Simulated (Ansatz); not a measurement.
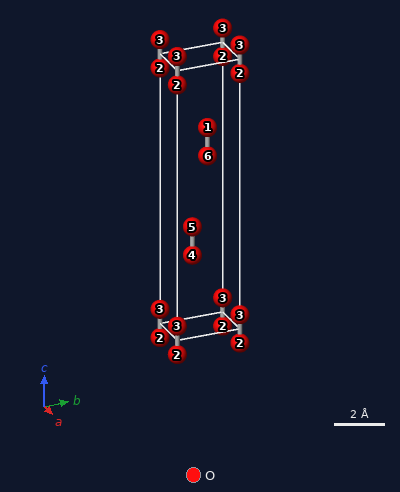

The input geometry (ball-and-stick view of the cell of the calculation, seen slightly off an axis; atoms are numbered from 1 in the order of the input). An atom can appear more than once, as a periodic image. Near neighbours in the periodic cell (some may lie outside the picture): O has 1 O at 1.18 Å.

# Geometry relaxation of O (part 1 of 2)

- system: O (R-3m, 6 atoms in the cell)
- method: DFT r2SCAN, scalar-relativistic, plane waves, PAW, spin-polarised (Ansatz 0.2.0)

The structure derives from an entry of the Crystallography Open Database. It belongs to a series of runs on one base structure; here: strain along c alone, the other axes held, atoms relaxed: -2.0 %. Figures and captions count atoms from 1; the log counts them from 0 in places.

### Input
```yaml
crystal:
  lattice:
    - [3.4270240978, 0.0, 0.0]
    - [-1.7135120489, 2.9678899281, 0.0]
    - [0.0, 0.0, 11.2391082136]
  atoms:
    - { symbol: O, position: [0.3333333333, 0.6666666667, 0.7192695859], spin: 0.63 }
    - { symbol: O, position: [0.0, 0.0, 0.9473970808], spin: 0.63 }
    - { symbol: O, position: [0.0, 0.0, 0.0526029192], spin: 0.63 }
    - { symbol: O, position: [0.6666666667, 0.3333333333, 0.2807304141], spin: 0.63 }
    - { symbol: O, position: [0.6666666667, 0.3333333333, 0.3859362525], spin: 0.63 }
    - { symbol: O, position: [0.3333333333, 0.6666666667, 0.6140637475], spin: 0.63 }
basis:
  ecutwfc: 500
kpoints:
  mp_grid: { grid: [12, 12, 4] }
hamiltonian:
  xc: r2scan
scf:
  occupations: { method: gaussian, width: 0.02 }
output:
  forces: true
  stress: true
  eigenvalues: true
  populations: true
  write_density: true
  write_potential: true
  elf: true
  volumetric_format: npy
magnetization:
  spin_polarized: true
relax:
  adjacent_minimum: "off"
  f_tol: 0.008
  max_steps: 40
```

Command:
```bash
ansatz run input.yaml --threads 1 --pin off --max-ram 2560MiB --backend cpu --events-out ev --progress --plain --runs-dir out
```

### Output
```
Warning: output.stress: scf.convergence.dr2_threshold = 6.4e-8 eV (the default of a walk held to its f_tol) is looser than the 6e-10 eV advised for a printed stress (1e-10 eV for each atom of the cell: 6). What an SCF threshold leaves in a stress goes as its square root, and in the free energy as the threshold itself, and one threshold admits the most on a small cell: of the crystals measured, under no hybrid functional and no lock of the moments, on runs that ended without the residual-converged pass, on stresses that held no estimate of that error, the worst erred by over 100 MPa in a component at 1e-7 eV an atom and by under 5 at 1e-10. Every solve of this run answers to scf.convergence.dr2_threshold, and the tensor of one is reported: a single SCF on the reported geometry and on this run's grids (its basis.xc_grid and basis.ecutrho_ratio typed), with scf.convergence.dr2_threshold at 6e-10 eV or tighter, prints it and tightens no other solve. Else set scf.convergence.dr2_threshold to 6e-10 eV or tighter. The threshold is an SCF's pass mark: one that does not reach it within its budget of iterations ends unconverged, or closes short of it on a stop that the run arms, and scf.convergence.dr2_threshold's page says what that costs each kind of run
Engine: ansatz 0.2.0, aarch64-unknown-linux-gnu
Pseudopotentials: kind: paw
Pseudopotential: O, paw, valence charge 6, recommended cutoff 500 eV (meta_gga), O.paw.azcp
Functional definition: r2SCAN
  parameter k0 = 0.174
  parameter k1 = 0.065
  parameter a1 = 4.9479
  exchange = r2scan_x(k0 = k0, k1 = k1, a1 = a1)
  correlation = r2scan_c
Crystal: 6 atoms, lattice volume = 114.313 Å³
Basis set: ecut = 500 eV, 2921 PW (Γ), exchange–correlation on 100×100×360 points (64 copies of the dense FFT grid, shifted against one another)
Bands: 26, of which v1, the nominal top of the filled ones, is band 18 counted from 1 (17 counted from 0)
Symmetry: 36 space group operations
Space group: R-3m (ITA 166), of the structure as read, at distance tolerance 4.9e-5 Å
Magnetic group: BNS 166.97 (UNI 1327), of the structure as read, at distance tolerance 4.9e-5 Å
k-points: 69 of 576
Non-local potential: O, projectors of the file, l = 0: 2, l = 1: 2, l = 2: 1
PAW form: soft (Blöchl's): semilocal exchange-correlation on the pseudo side does not see the compensation charge
PAW frozen core: O, regenerated for the run's functional (the file was generated under x = pbe(κ = 0.804, μ = 0.2195149727645171), c = pbe(β = 0.06672455060314922))
PAW one-centre angular grid: O, 302 points (default); XC on 160 Gauss nodes
Initial density: superposition of atomic densities (chi_scale 0.1, normalization cell)
Starting moments: Σ|m| = 3.78 μB on 6 of 6 sites
Initial wavefunctions: pseudopotential atomic-orbital guess
Functional: x = r2scan, c = r2scan; τ floored in thin density (d = 2e-4 eV/Å³)
SCF iter   1: F=—  HF=-3393.919000 eV  |F-HF|=—  |Δ(HF+E_count)|=         —  Δρ=7.28e-2 (↑7.28e-2 ↓4.16e-2)  dr2=1.73e0  dr2_τ=3.61e-1  dr2_m=2.69e0  M=6.000 μB ∫|m|=6.016 μB  β_m=1.00  ethr=3.10e-3  ⟨swp⟩=6.0  Hψ=15045  notcnv=0  defer=2
preconditioner: auto → Resta (q_TF=auto, 2.250 Å⁻¹)  ε∞=2.8  [insulator: Δε(μ)=0.419 eV  Ē_g=14.124 eV  σ=0.020 eV  W_gap=1.00  n_scr=26 (ndim 8)  ℏωp=19.0 eV  f_vac=0.232  D(μ)=0.00/eV (n_scr^D=0)  ε∞_Penn≈2.8]
spin=Collinear: Resta preconditioning applied to the charge; magnetization (m = ρ↑ − ρ↓) channel mixes plain (no charge-response kernel on spin).
SCF iter   2: F=—  HF=-3395.043012 eV  |F-HF|=—  |Δ(HF+E_count)|=    1.12e0  Δρ=2.62e-2 (↑2.62e-2 ↓1.80e-2)  dr2=7.30e-1  dr2_τ=1.54e-2  dr2_m=1.00e-1  M=6.000 μB ∫|m|=6.152 μB  β_m=1.00  ethr=3.10e-3  ⟨swp⟩=2.0  Hψ=7866  notcnv=0  defer=414  κ⁻¹=1.0e0(r=1)
SCF iter   3: F=—  HF=-3395.232653 eV  |F-HF|=—  |Δ(HF+E_count)|=   1.90e-1  Δρ=4.26e-3 (↑4.26e-3 ↓4.10e-3)  dr2=1.85e-2  dr2_τ=2.28e-3  dr2_m=5.29e-3  M=6.000 μB ∫|m|=6.200 μB  β_m=1.00  ethr=2.03e-3  ⟨swp⟩=2.2  Hψ=6708  notcnv=0  defer=414  κ⁻¹=1.9e-3(r=2)
SCF iter   4: F=—  HF=-3395.554031 eV  |F-HF|=—  |Δ(HF+E_count)|=   3.21e-1  Δρ=2.00e-3 (↑2.00e-3 ↓1.84e-3)  dr2=6.05e-3  dr2_τ=2.16e-4  dr2_m=5.58e-4  M=6.000 μB ∫|m|=6.213 μB  β_m=1.00  ethr=5.15e-5  ⟨swp⟩=2.9  Hψ=7049  notcnv=0  defer=413  κ⁻¹=9.0e-4(r=3)
SCF iter   5: F=—  HF=-3395.740063 eV  |F-HF|=—  |Δ(HF+E_count)|=   1.86e-1  Δρ=6.69e-4 (↑6.69e-4 ↓3.90e-4)  dr2=8.14e-4  dr2_τ=2.01e-5  dr2_m=1.19e-4  M=6.000 μB ∫|m|=6.218 μB  β_m=1.20  ethr=1.68e-5  ⟨swp⟩=2.2  Hψ=6581  notcnv=0  defer=413
Mixer restart at iter 5: flushing history
spin-set hold released at iteration 5 (site moments contracting): the magnetisation degrees of freedom join the quasi-Newton model from the next iteration; the mixer history was flushed
SCF iter   6: F=—  HF=-3395.837204 eV  |F-HF|=—  |Δ(HF+E_count)|=   9.71e-2  Δρ=4.33e-4 (↑4.33e-4 ↓3.29e-4)  dr2=5.34e-4  dr2_τ=1.19e-5  dr2_m=2.29e-5  M=6.000 μB ∫|m|=6.221 μB  β_m=1.20  ethr=2.26e-6  ⟨swp⟩=2.9  Hψ=6648  notcnv=0  defer=413  κ⁻¹=1.0e0(r=1)
SCF iter   7: F=—  HF=-3395.941530 eV  |F-HF|=—  |Δ(HF+E_count)|=   1.04e-1  Δρ=1.69e-4 (↑1.69e-4 ↓1.43e-4)  dr2=7.01e-5  dr2_τ=1.83e-6  dr2_m=1.95e-6  M=6.000 μB ∫|m|=6.227 μB  β_m=1.20  ethr=1.48e-6  ⟨swp⟩=3.5  Hψ=9227  notcnv=0  defer=413  κ⁻¹=9.8e-2(r=2)
SCF iter   8: F=—  HF=-3395.944541 eV  |F-HF|=—  |Δ(HF+E_count)|=   3.01e-3  Δρ=8.65e-5 (↑8.65e-5 ↓8.22e-5)  dr2=9.14e-6  dr2_τ=5.33e-7  dr2_m=9.03e-7  M=6.000 μB ∫|m|=6.229 μB  β_m=1.20  ethr=1.95e-7  ⟨swp⟩=3.7  Hψ=9457  notcnv=0  defer=413  κ⁻¹=1.4e-2(r=3)
SCF iter   9: F=—  HF=-3395.945712 eV  |F-HF|=—  |Δ(HF+E_count)|=   1.17e-3  Δρ=5.22e-5 (↑4.96e-5 ↓5.22e-5)  dr2=4.45e-6  dr2_τ=1.77e-7  dr2_m=2.75e-8  M=6.000 μB ∫|m|=6.229 μB  β_m=1.20  ethr=2.54e-8  ⟨swp⟩=3.4  Hψ=6855  notcnv=0  defer=413  κ⁻¹=3.3e-3(r=4)
SCF iter  10: F=—  HF=-3395.945876 eV  |F-HF|=—  |Δ(HF+E_count)|=   1.65e-4  Δρ=1.56e-5 (↑1.56e-5 ↓1.10e-5)  dr2=4.51e-7  dr2_τ=1.25e-8  dr2_m=1.91e-8  M=6.000 μB ∫|m|=6.229 μB  β_m=1.20  ethr=4.44e-9  ⟨swp⟩=12.7  Hψ=29757  notcnv=0  κ⁻¹=4.4e-4(r=5)
SCF iter  11: F=—  HF=-3395.945908 eV  |F-HF|=—  |Δ(HF+E_count)|=   3.21e-5  Δρ=8.59e-6 (↑8.59e-6 ↓7.79e-6)  dr2=1.38e-7  dr2_τ=5.02e-9  dr2_m=3.03e-9  M=6.000 μB ∫|m|=6.228 μB  β_m=1.20  ethr=1.25e-9  ⟨swp⟩=10.8  Hψ=25626  notcnv=0  κ⁻¹=6.9e-5(r=6)
SCF iter  12: F=-3395.945910 eV  HF=-3395.945906 eV  |F-HF|=3.76e-6  |Δ(HF+E_count)|=   2.44e-6  Δρ=2.20e-6 (↑2.15e-6 ↓2.20e-6)  dr2=6.58e-9  dr2_τ=4.92e-10  dr2_m=1.47e-9  M=6.000 μB ∫|m|=6.228 μB  ethr=3.83e-10  ⟨swp⟩=9.1  Hψ=23249  notcnv=0
SCF 1 converged in 12 iterations: F = -3395.945910 eV  dr2 = 6.58e-9
  greatest PAW one-centre occupation: 0.894 electrons in one spin orbital (limit 2), on the O atom at site 5 (counted from 0), in its partial waves of l = 0
relax step   1: F+E_penalty+E_count = -3395.94590954 eV  Δ(F+E_penalty+E_count) = +0.000e0 eV  max|allowed force component| = 2.007e0 eV/Å  Δτ_max = 0.0000 Å  (12 SCF iters, dr2 threshold 1.60e-6 eV, accepted)
Initial density: handed on by an earlier stage of this run
Starting moments: Σ|m| = 3.78 μB on 6 of 6 sites; this step starts from the density that it was given
Initial wavefunctions: those handed on with the density
iter 1 solved again at ethr=2.31e-5 eV; its pass at ethr=3.10e-3 eV (dr2=8.30e-3 eV) is discarded
SCF iter   1: F=—  HF=-3396.007505 eV  |F-HF|=—  |Δ(HF+E_count)|=         —  Δρ=3.26e-3 (↑3.26e-3 ↓2.16e-3)  dr2=9.68e-3  dr2_τ=9.84e-3  dr2_m=3.34e-3  M=6.000 μB ∫|m|=6.232 μB  β_m=1.20  ethr=2.31e-5  ⟨swp⟩=2.3  Hψ=13184  notcnv=0  defer=414
preconditioner: auto → Resta (q_TF=auto, 2.250 Å⁻¹)  ε∞=2.8  [insulator: Δε(μ)=2.416 eV  Ē_g=14.339 eV  σ=0.020 eV  W_gap=1.00  n_scr=26 (ndim 8)  ℏωp=19.0 eV  f_vac=0.331  D(μ)=0.00/eV (n_scr^D=0)  ε∞_Penn≈2.8]
spin=Collinear: Resta preconditioning applied to the charge; magnetization (m = ρ↑ − ρ↓) channel mixes plain (no charge-response kernel on spin).
SCF iter   2: F=—  HF=-3396.013436 eV  |F-HF|=—  |Δ(HF+E_count)|=   5.93e-3  Δρ=1.39e-3 (↑1.24e-3 ↓1.39e-3)  dr2=3.67e-3  dr2_τ=6.69e-5  dr2_m=1.97e-5  M=6.000 μB ∫|m|=6.232 μB  β_m=1.20  ethr=2.31e-5  ⟨swp⟩=2.2  Hψ=6206  notcnv=0  defer=414  κ⁻¹=1.0e0(r=1)
SCF iter   3: F=—  HF=-3396.012900 eV  |F-HF|=—  |Δ(HF+E_count)|=   5.36e-4  Δρ=7.18e-4 (↑6.59e-4 ↓7.18e-4)  dr2=9.38e-4  dr2_τ=1.75e-5  dr2_m=6.78e-6  M=6.000 μB ∫|m|=6.232 μB  β_m=1.20  ethr=1.02e-5  ⟨swp⟩=2.9  Hψ=5555  notcnv=0  defer=414  κ⁻¹=6.4e-2(r=2)
SCF iter   4: F=—  HF=-3396.012867 eV  |F-HF|=—  |Δ(HF+E_count)|=   3.32e-5  Δρ=2.23e-4 (↑1.92e-4 ↓2.23e-4)  dr2=9.33e-5  dr2_τ=2.42e-6  dr2_m=7.94e-7  M=6.000 μB ∫|m|=6.232 μB  β_m=1.20  ethr=2.78e-7  ⟨swp⟩=14.0  Hψ=31351  notcnv=0  κ⁻¹=2.7e-3(r=3)
SCF iter   5: F=—  HF=-3396.012896 eV  |F-HF|=—  |Δ(HF+E_count)|=   2.96e-5  Δρ=1.32e-4 (↑1.32e-4 ↓1.19e-4)  dr2=4.31e-5  dr2_τ=9.39e-7  dr2_m=2.84e-7  M=6.000 μB ∫|m|=6.232 μB  β_m=1.20  ethr=2.59e-7  ⟨swp⟩=10.2  Hψ=24689  notcnv=0  κ⁻¹=8.1e-4(r=4)
SCF iter   6: F=-3396.012921 eV  HF=-3396.012917 eV  |F-HF|=3.41e-6  |Δ(HF+E_count)|=   2.08e-5  Δρ=2.81e-5 (↑2.81e-5 ↓2.53e-5)  dr2=2.30e-6  dr2_τ=4.92e-8  dr2_m=2.78e-8  M=6.000 μB ∫|m|=6.232 μB  ethr=1.20e-7  ⟨swp⟩=11.6  Hψ=27050  notcnv=0
SCF 2 converged in 6 iterations: F = -3396.012921 eV  dr2 = 2.30e-6
  greatest PAW one-centre occupation: 0.893 electrons in one spin orbital (limit 2), on the O atom at site 5 (counted from 0), in its partial waves of l = 0
relax step   2: F+E_penalty+E_count = -3396.01292060 eV  Δ(F+E_penalty+E_count) = -6.701e-2 eV  max|allowed force component| = 4.410e-1 eV/Å  Δτ_max = 0.0092 Å  (6 SCF iters, dr2 threshold 1.00e-4 eV, accepted)
SCF iter   1: F=—  HF=-3396.016044 eV  |F-HF|=—  |Δ(HF+E_count)|=         —  Δρ=9.31e-4 (↑9.31e-4 ↓6.19e-4)  dr2=7.86e-4  dr2_τ=7.93e-4  dr2_m=2.83e-4  M=6.000 μB ∫|m|=6.233 μB  β_m=1.20  ethr=2.23e-5  ⟨swp⟩=2.5  Hψ=9234  notcnv=0  defer=414
preconditioner: auto → Resta (q_TF=auto, 2.250 Å⁻¹)  ε∞=2.8  [insulator: Δε(μ)=2.432 eV  Ē_g=14.301 eV  σ=0.020 eV  W_gap=1.00  n_scr=26 (ndim 8)  ℏωp=19.0 eV  f_vac=0.328  D(μ)=0.00/eV (n_scr^D=0)  ε∞_Penn≈2.8]
spin=Collinear: Resta preconditioning applied to the charge; magnetization (m = ρ↑ − ρ↓) channel mixes plain (no charge-response kernel on spin).
SCF iter   2: F=—  HF=-3396.016656 eV  |F-HF|=—  |Δ(HF+E_count)|=   6.12e-4  Δρ=3.86e-4 (↑3.42e-4 ↓3.86e-4)  dr2=2.94e-4  dr2_τ=5.19e-6  dr2_m=1.53e-6  M=6.000 μB ∫|m|=6.233 μB  β_m=1.20  ethr=2.18e-6  ⟨swp⟩=2.0  Hψ=7651  notcnv=0  defer=414  κ⁻¹=1.0e0(r=1)
SCF iter   3: F=—  HF=-3396.016614 eV  |F-HF|=—  |Δ(HF+E_count)|=   4.24e-5  Δρ=2.00e-4 (↑1.83e-4 ↓2.00e-4)  dr2=8.04e-5  dr2_τ=1.36e-6  dr2_m=5.07e-7  M=6.000 μB ∫|m|=6.233 μB  β_m=1.20  ethr=8.16e-7  ⟨swp⟩=1.8  Hψ=4840  notcnv=0  defer=414  κ⁻¹=5.9e-2(r=2)
SCF iter   4: F=-3396.016615 eV  HF=-3396.016611 eV  |F-HF|=4.80e-6  |Δ(HF+E_count)|=   3.48e-6  Δρ=6.17e-5 (↑5.16e-5 ↓6.17e-5)  dr2=9.64e-6  dr2_τ=1.84e-7  dr2_m=7.65e-8  M=6.000 μB ∫|m|=6.233 μB  ethr=3.38e-8  ⟨swp⟩=12.9  Hψ=28514  notcnv=0
SCF 3 converged in 4 iterations: F = -3396.016615 eV  dr2 = 9.64e-6
relax step   3: F+E_penalty+E_count = -3396.01661544 eV  Δ(F+E_penalty+E_count) = -3.695e-3 eV  max|allowed force component| = 2.399e-2 eV/Å  Δτ_max = 0.0027 Å  (4 SCF iters, dr2 threshold 1.22e-5 eV, accepted)
SCF iter   1: F=—  HF=-3396.016616 eV  |F-HF|=—  |Δ(HF+E_count)|=         —  Δρ=9.62e-5 (↑9.62e-5 ↓6.46e-5)  dr2=1.50e-5  dr2_τ=4.07e-6  dr2_m=7.46e-7  M=6.000 μB ∫|m|=6.233 μB  β_m=1.20  ethr=8.74e-8  ⟨swp⟩=2.0  Hψ=7866  notcnv=0  defer=5
preconditioner: auto → Resta (q_TF=auto, 2.250 Å⁻¹)  ε∞=2.8  [insulator: Δε(μ)=2.437 eV  Ē_g=14.301 eV  σ=0.020 eV  W_gap=1.00  n_scr=26 (ndim 8)  ℏωp=19.0 eV  f_vac=0.327  D(μ)=0.00/eV (n_scr^D=0)  ε∞_Penn≈2.8]
spin=Collinear: Resta preconditioning applied to the charge; magnetization (m = ρ↑ − ρ↓) channel mixes plain (no charge-response kernel on spin).
SCF iter   2: F=—  HF=-3396.016623 eV  |F-HF|=—  |Δ(HF+E_count)|=   7.14e-6  Δρ=5.68e-5 (↑5.68e-5 ↓5.58e-5)  dr2=8.74e-6  dr2_τ=1.34e-7  dr2_m=4.24e-9  M=6.000 μB ∫|m|=6.233 μB  β_m=1.20  ethr=4.17e-8  ⟨swp⟩=1.5  Hψ=5359  notcnv=0  defer=1  κ⁻¹=1.0e0(r=1)
SCF iter   3: F=—  HF=-3396.016626 eV  |F-HF|=—  |Δ(HF+E_count)|=   2.92e-6  Δρ=2.89e-5 (↑2.71e-5 ↓2.89e-5)  dr2=3.06e-6  dr2_τ=3.56e-8  dr2_m=3.94e-9  M=6.000 μB ∫|m|=6.233 μB  β_m=1.20  ethr=2.43e-8  ⟨swp⟩=1.0  Hψ=3174  notcnv=0  defer=1  κ⁻¹=2.0e-1(r=2)
SCF iter   4: F=—  HF=-3396.016628 eV  |F-HF|=—  |Δ(HF+E_count)|=   1.56e-6  Δρ=1.00e-5 (↑8.75e-6 ↓1.00e-5)  dr2=3.64e-7  dr2_τ=4.80e-9  dr2_m=9.38e-10  M=6.000 μB ∫|m|=6.234 μB  β_m=1.20  ethr=8.51e-9  ⟨swp⟩=2.6  Hψ=5665  notcnv=0  defer=1  κ⁻¹=8.0e-3(r=3)
SCF iter   5: F=-3396.016628 eV  HF=-3396.016628 eV  |F-HF|=9.53e-8  |Δ(HF+E_count)|=   2.10e-7  Δρ=4.80e-6 (↑4.80e-6 ↓4.60e-6)  dr2=4.80e-8  dr2_τ=1.28e-9  dr2_m=3.72e-10  M=6.000 μB ∫|m|=6.234 μB  ethr=1.78e-10  ⟨swp⟩=8.8  Hψ=22662  notcnv=0
SCF 4 converged in 5 iterations: F = -3396.016628 eV  dr2 = 4.80e-8
relax step   4: F+E_penalty+E_count = -3396.01662803 eV  Δ(F+E_penalty+E_count) = -1.259e-5 eV  max|allowed force component| = 1.423e-3 eV/Å  Δτ_max = 0.0002 Å  (5 SCF iters, accepted)
iter 1 solved again at ethr=1.33e-10 eV; its pass at ethr=3.10e-3 eV (dr2=4.80e-8 eV) is discarded
SCF iter   1: F=—  HF=-3396.016628 eV  |F-HF|=—  |Δ(HF+E_count)|=         —  Δρ=4.80e-6 (↑4.80e-6 ↓4.60e-6)  dr2=4.80e-8  dr2_τ=1.28e-9  dr2_m=3.73e-10  M=6.000 μB ∫|m|=6.234 μB  β_m=1.20  ethr=1.33e-10  ⟨swp⟩=1.0  Hψ=13107  notcnv=0
preconditioner: auto → Resta (q_TF=auto, 2.250 Å⁻¹)  ε∞=2.8  [insulator: Δε(μ)=2.437 eV  Ē_g=14.301 eV  σ=0.020 eV  W_gap=1.00  n_scr=26 (ndim 8)  ℏωp=19.0 eV  f_vac=0.326  D(μ)=0.00/eV (n_scr^D=0)  ε∞_Penn≈2.8]
spin=Collinear: Resta preconditioning applied to the charge; magnetization (m = ρ↑ − ρ↓) channel mixes plain (no charge-response kernel on spin).
SCF iter   2: F=-3396.016628 eV  HF=-3396.016628 eV  |F-HF|=5.99e-8  |Δ(HF+E_count)|=   3.89e-8  Δρ=3.46e-6 (↑3.46e-6 ↓3.43e-6)  dr2=3.01e-8  dr2_τ=6.47e-10  dr2_m=9.70e-12  M=6.000 μB ∫|m|=6.234 μB  ethr=1.33e-10  ⟨swp⟩=6.1  Hψ=15660  notcnv=0
SCF 5 converged in 2 iterations: F = -3396.016628 eV  dr2 = 3.01e-8
```
